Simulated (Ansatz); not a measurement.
## Single-point calculation of VN (part 2 of 2)

VN (2 atoms in the cell); DFT PBE+U+J, scalar-relativistic, plane waves, PAW, U = 4 eV, J = 0.9 eV on V atom 1 d, spin-polarised (Ansatz 0.2.0); cutoff 420 eV, 8×8×8 k-mesh, Gaussian smearing of 0.05 eV, collinear spins. The structure derives from an entry of the Crystallography Open Database. It belongs to a series of runs on one base structure; here: natural orbitals of the symmetric run, filled by rank.

Geometry of the input (Å; fractional positions):
```
0.0000  2.0640  2.0640
2.0640  0.0000  2.0640
2.0640  2.0640  0.0000
V  0.0000  0.0000  0.0000
N  0.5000  0.5000  0.5000
```

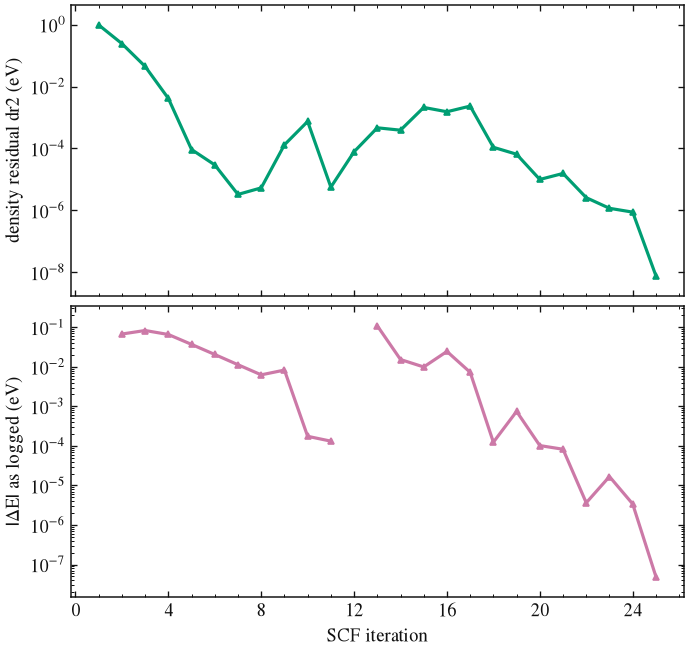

Fig. 1: Convergence of the self-consistent field: density residual dr2 and size of the energy change against the SCF iteration. The residual falls unevenly and jumps up by a factor of two or more 5 times on the way down.

```
SCF converged after 25 iterations
Magnetization: 1.3365 μB (9.6683 up, 8.3317 down)
Absolute magnetization: 1.4095 μB (∫|ρ↑−ρ↓|, with the PAW one-centre terms)
Spin contamination: 0.1457 ħ² per cell (⟨S²⟩ above its minimum at these occupations)
Per-site moments (μB) at R_I (Å): [(0.9943873632750071, 0.851400383625), (0.0821944314509871, 0.851400383625)]
Free energy (F): -3298.512064 eV
Harris-Foulkes:  -3298.512064 eV  (|F-HF|=4.32e-11)
Internal energy: -3298.509085 eV  (E = F + TS)
E sigma→0 (E₀):  -3298.510574 eV
Entropy (-TS):   -0.002978 eV (-1.489 meV/atom)
Fermi energy:    17.832114 eV
--- Per-component energies (eV) ---
  E_band       = -101.832592
  E_kinetic    = 470.768681
  E_local      = -965.949240  (includes V_loc(G=0)·N_el)
  E_nonlocal   = 0.945245
  E_hartree    = 427.617627
  E_xc         = -191.678166
  E_vxc        = -243.357079  (∫ρ·V_xc dr)
  E_hubbard    = -0.858875  (on-site DFT+U / exact-exchange correction)
  E_vhub       = -1.717851  (the Hubbard potential's part of the band-sum identity)
  E_paw        = -1240.919816  (= ΣΔE_a)
  E_vpaw       = -217.756613  (= ΣTr[D̂ρ^β])
  E_aug_tail   = 0.000343  (compensation charges beyond the density's cutoff)
  E_ewald      = -1798.434884
  E_smearing   = -0.002978  (= −TS)
  E_closure    = -0.000000  (closes the sum)
  Σ components = -3298.512064   (vs F -3298.512064, Δ=0.00e0)
--- DFT+U+J on-site energies (Liechtenstein; amf double counting; per corrected site; eV) ---
  site 0 (l=d): U=4.0000  J=0.9000  Tr N=3.6749  E_int=20.443152  E_dc=21.302026  E_U=-0.858875
--- Specified on-site occupations, and those of the state reported ---
  electrons in the specified blocks: 2.1000 specified, 3.6749 found
  site 0 (l=d) ↓: largest change of an orbital's occupation 0.3437; electrons 0.1000 specified, 1.2217 found; spectral distance 0.5409
  site 0 (l=d) ↑: largest change of an orbital's occupation 0.2877; electrons 2.0000 specified, 2.4532 found; spectral distance 0.4749
--- Forces (eV/Å), atoms counted from 1 ---
  atom   1  V     -0.00000000     0.00000000    -0.00000000
  atom   2  N      0.00000000    -0.00000000     0.00000000
  max |Σ_I F_I| component: 4.54e-30 eV/Å
--- Stress (GPa, compression-positive) ---
        8.575639       0.000000       0.000000
        0.000000      38.075304       0.000000
        0.000000       0.000000       8.575639
  P = ⅓ Tr σ = 18.4089 GPa (184.089 kbar)
--- Band table (eV; the first three rows and the last of 118) ---
  k-point 0 ↑: bands = ["-47.2156", "-20.8865", "-20.8594", "-20.8594", "0.4005", "15.0272", "15.0272", "16.1617", "16.1617", "16.2089", "17.6004", "18.2331", "19.3659", "24.0996"]
  k-point 1 ↑: bands = ["-47.2051", "-20.9449", "-20.8813", "-20.8664", "0.7140", "13.9621", "14.5778", "15.2134", "15.8289", "16.3868", "18.0629", "19.4783", "20.3797", "24.8659"]
  k-point 2 ↑: bands = ["-47.1805", "-21.1172", "-20.8995", "-20.8831", "1.5515", "11.8836", "13.4014", "13.9466", "16.3167", "16.9221", "18.7604", "21.3667", "22.1598", "25.9285"]
  k-point 58 ↓: bands = ["-45.9370", "-20.1012", "-20.1012", "-19.6565", "2.2917", "12.0335", "14.1146", "14.9015", "14.9015", "19.0098", "21.4679", "21.7501", "21.7501", "28.9769"]
Occupation matrices written to [file]
--- Löwdin populations: 2 sites ---
  site symbol       q [e]    m [muB]
     0      V     12.0625     1.2400
     1      N      5.8624     0.0930
  spilling = 0.004172 (of n_electrons = 18.000000)
--- Occupation matrices: 1 shell (run DFT+U table (all-electron-ortho-atomic); ε = 7.49e-3) ---
  V0 d_3D: site group Oh (m-3m)
  V0 d_3D up     Tr n = 2.4532  λ = 0.241 0.250 0.308 0.827 0.827  [x2-y2 0.75 (Eg 1.00) Eg(1.00) | xz 1.00 (T2g 1.00) T2g(1.00) | z2 0.75 (Eg 1.00) Eg(1.00) | 2× yz 0.50 (T2g 1.00) T2g(1.00)]
  V0 d_3D dn     Tr n = 1.2217  λ = 0.139 0.139 0.287 0.294 0.364  [2× yz 0.50 (T2g 1.00) T2g(1.00) | 2× z2 0.50 (Eg 1.00) Eg(1.00) | xz 1.00 (T2g 1.00) T2g(1.00)]
  specified occupation → V0 d_3D up: matrix, ‖Δ‖_F = 0.4749, Tr Δ = -0.4532, displaced = 0.5124, d_λ = 0.4749; orbital distance = 0.0000
  specified occupation → V0 d_3D dn: matrix, ‖Δ‖_F = 0.5409, Tr Δ = -1.1217, displaced = 0.5608, d_λ = 0.5409; orbital distance = 0.0000
  Tr n, λ and their labels are of the run-group-symmetrised matrices; stabiliser: 16 of 96 elements of G0×{1,Θ} (closed), max defect 1.1e-15 at τ = 1.6e-3
```

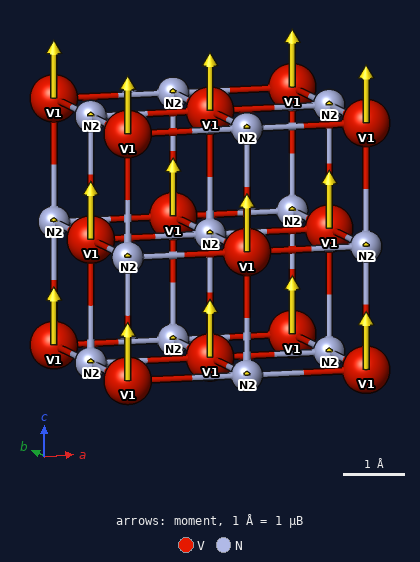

Fig. 2: Magnetic moments of the sites as yellow arrows (ball-and-stick view of the cell 4 times as large as that of the calculation, set on its symmetry axes, seen slightly off an axis; atoms are numbered from 1 in the order of the input); small moments hardly show. The run is collinear, so the axis drawn is arbitrary. Site moments: V1 (0.99 μB); N2 (0.08 μB). They are counted near the atoms and needn't add up to the moment of the cell.

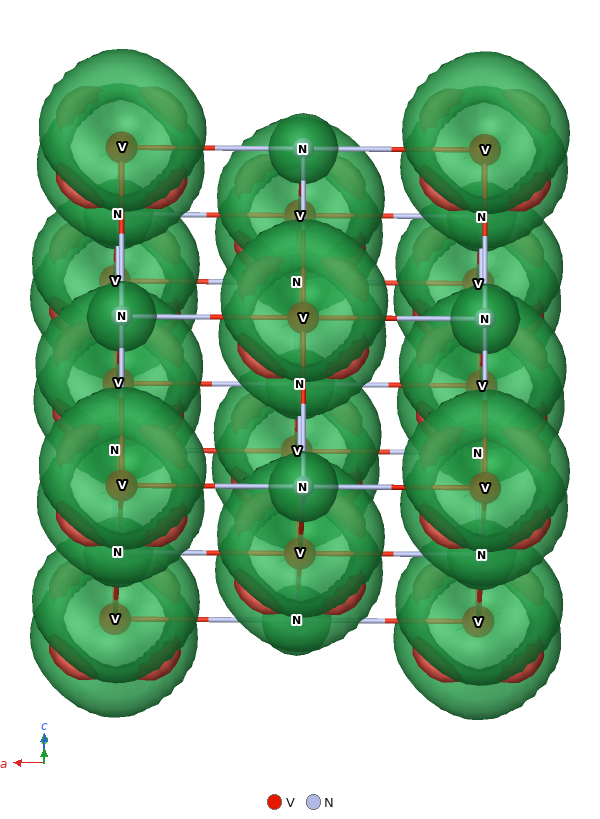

Fig. 3: Isosurfaces of the spin density (up minus down) at +0.06 (green) and −0.06 e/Å³ (red), seen at an oblique angle. Sticks mark near contacts. The outline is the cell set on symmetry axes. The cell of the calculation (2 atoms) carries 1.3 μB net. In a PAW calculation such maps are meaningful between the atoms, not at the nuclei.

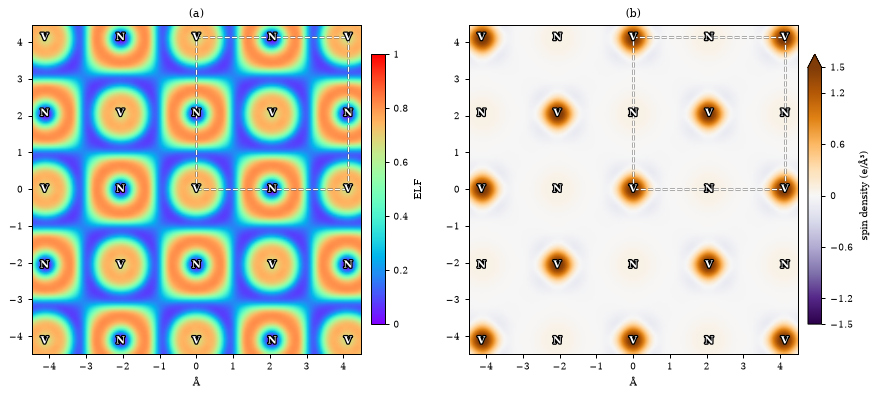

Fig. 4: (a) electron localisation function; (b) magnetisation density (up minus down) on the (010) plane of the conventional cell. The plane passes through V and N nuclei. V–N (2.06 Å): the ELF is about 0.20 at the midpoint (no shared pair; the contact is polar). The strong features right at V lie inside the PAW spheres (semicore, d or f shells) and say nothing about bonding. The cell of the calculation (2 atoms) carries 1.3 μB net.

## Results in brief

| quantity | value |
| --- | --- |
| outcome | converged |
| space group (tolerance 0.01 Å) | Fm-3m (225) |
| electrons treated | 18 |
| free energy | −3298.5121 eV |
| Fermi energy | 17.832 eV |
| gap on the k-point mesh | none (metallic) |
| net moment of the cell | 1.34 μB |
| integrated absolute moment | 1.41 μB |
| pressure | 18.41 GPa |
| largest force (length of the vector) | under 0.001 eV/Å |
| wall time | 4.3 s (CPU time 7.9 s) |
| peak memory | 0.37 GiB |

## Remarks

Warnings of the run: the occupation matrices lower the symmetry.
